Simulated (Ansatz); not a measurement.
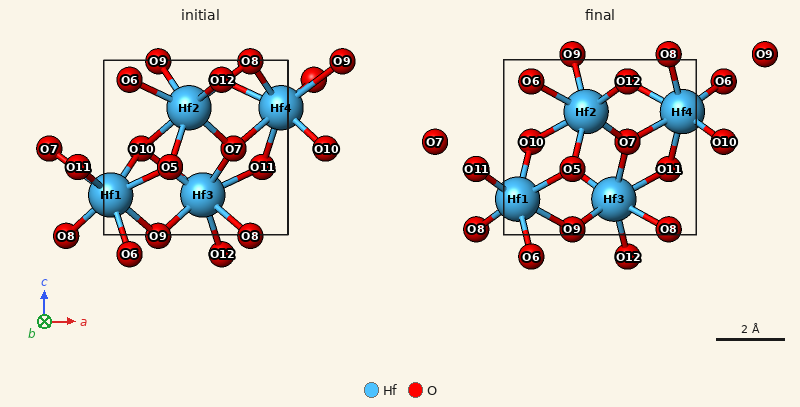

The structure of crystalline HfO2 (set up in Pca2_1) before (left) and after (right) a relaxation, at one scale.

A ball-and-stick model of the cell of the calculation, seen along the b axis.

Case: volume × 1.10, shape and atoms relaxed.

Method: DFT r2SCAN, scalar-relativistic, plane waves, PAW in Ansatz.

Input
```yaml
crystal:
  lattice:
    - [5.4908452917, 0.0, 0.0]
    - [0.0, 5.142374463, 0.0]
    - [0.0, 0.0, 5.2022673642]
  atoms:
    - { symbol: Hf, position: [0.0375178482, 0.2618156643, 0.2289351407] }
    - { symbol: Hf, position: [0.4624821518, 0.2618156643, 0.7289351407] }
    - { symbol: Hf, position: [0.5375178482, 0.7381843357, 0.2289351407] }
    - { symbol: Hf, position: [0.9624821518, 0.7381843357, 0.7289351407] }
    - { symbol: O, position: [0.3598863362, 0.0534580212, 0.3891955539] }
    - { symbol: O, position: [0.1401136638, 0.0534580212, 0.8891955539] }
    - { symbol: O, position: [0.7042464999, 0.479707531, 0.4948693054] }
    - { symbol: O, position: [0.7957535001, 0.479707531, 0.9948693054] }
    - { symbol: O, position: [0.2957535001, 0.520292469, 0.9948693054] }
    - { symbol: O, position: [0.2042464999, 0.520292469, 0.4948693054] }
    - { symbol: O, position: [0.8598863362, 0.9465419788, 0.3891955539] }
    - { symbol: O, position: [0.6401136638, 0.9465419788, 0.8891955539] }
basis:
  ecutwfc: 500
kpoints:
  mp_grid: { grid: [6, 6, 6] }
hamiltonian:
  xc: r2scan
scf:
  occupations: { method: gaussian, width: 0.02 }
output:
  forces: true
  stress: true
  eigenvalues: true
relax:
  adjacent_minimum: "off"
  f_tol: 0.01
  max_steps: 30
  cell: { stress_tol: 0.1, fix: [volume] }
```

Run as
```bash
ansatz run input.yaml --threads 4 --pin off --max-ram 10240MiB --backend cpu --events-out ev --progress --plain --runs-dir out
```

What changed between the two?

Answer. After 5 accepted moves (6 points after the start) the energy has fallen by 48.2 meV per atom. Largest force component: 0.18 eV/Å at the start, 0.0067 eV/Å at the end. Pressure: −15.21 GPa at the start and 0.20 GPa at the end. At 1 point the geometry stayed and the basis and grid were re-selected for the new cell (energy shift of less than 0.05 meV per atom at most each time). The largest moves relative to the cell, 0.46 Å, are those of O7, O8, O9 and O10. O10 goes along [−3 −2 2]. By element the largest moves are O 0.46 Å, Hf 0.24 Å. The drawn cell changes at constant volume: a 5.491 → 5.736 Å (+4.5 %), b 5.142 → 4.905 Å (−4.6 %), c 5.202 → 5.220 Å (+0.3 %). Near-neighbour distances that change, for instance: Hf1–O7 2.553 → 3.285 Å, Hf1–Hf2 3.494 → 3.315 Å, Hf1–O9 2.293 → 2.169 Å, Hf1–O8 2.121 → 2.036 Å. Bond angles that change, for instance: O7–Hf3–O12 137.4° → 157.3°, O5–Hf3–O7 115.5° → 96.2°, Hf1–O8–Hf3 112.8° → 127.6°. The space group (tolerance 0.01 Å) goes from Pca2_1 (No. 29) to Pbcn (No. 60). The run took 3.2 min on 4 threads of Oxide Virtual Turin-like Processor (Zen 5), with other jobs on the host, peak memory 1.4 GiB.
